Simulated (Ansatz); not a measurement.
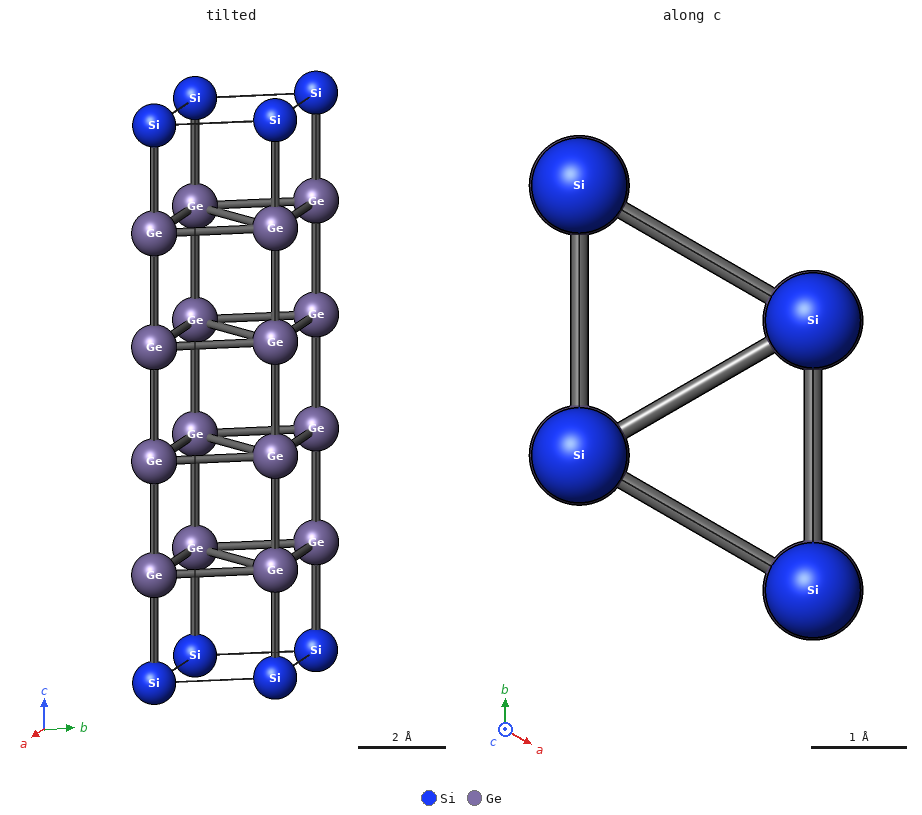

Drawn in the ball-and-stick manner and seen slightly off an axis and along the c axis. One conventional unit cell is outlined, and atoms on its boundary appear in each equivalent place. Cell: a = 2.84 Å, b = 2.84 Å, c = 13.24 Å, α = 90.00°, β = 90.00°, γ = 120.00°.

Starting structure: a structure type filled with these elements by a generator (whether the compound takes this form wasn't checked). Earlier steps of the study may have refined or changed the cell and positions. It went into a calculation with Ansatz.

Characterise what is shown.

Answer. The structure is one of SiGe₄. It belongs to space group P6/mmm (No. 191) and has a primitive hexagonal lattice. It has 5 atoms to the cell (1 Si, 4 Ge). Si is coordinated by two Ge in a linear arrangement at about 2.6 Å. Ge takes two kinds of site: 2e with seven Ge and one Si (about 2.7 to 2.8 Å to Ge, 2.6 Å to Si); 2e with eight Ge at about 2.7 to 2.8 Å. The bonds build a three-dimensional framework.

Theory: Ansatz 0.2.0, DFT PBE, scalar-relativistic, plane waves, PAW. Numerical settings: a basis cut at 420 eV, an 18×18×4 sampling of the Brillouin zone, Gaussian smearing of 0.1 eV, no spin polarisation.

Is the electronic structure metallic or gapped?

Answer. A metal: bands cross the Fermi level.

State the Bader charges by element.

Answer. Si +0.01 e; Ge 0.00 e.

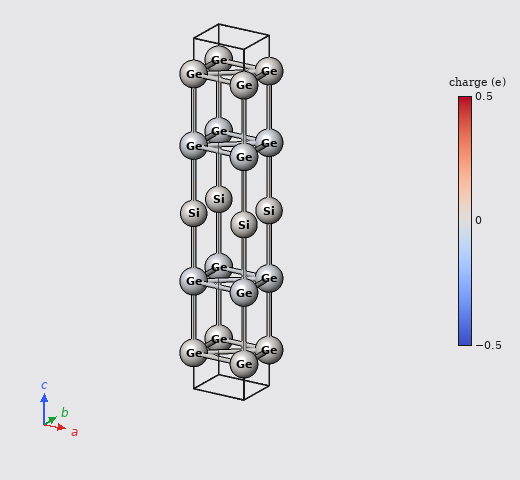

The atoms coloured by those charges. The run's cell of 5 atoms is drawn, so axes and origin can differ from the first picture.

Does this geometry sit at a stationary point of the energy?

Answer. Yes. All forces vanish to within 0.01 eV/Å. The pressure is 0.0 GPa, close to zero.
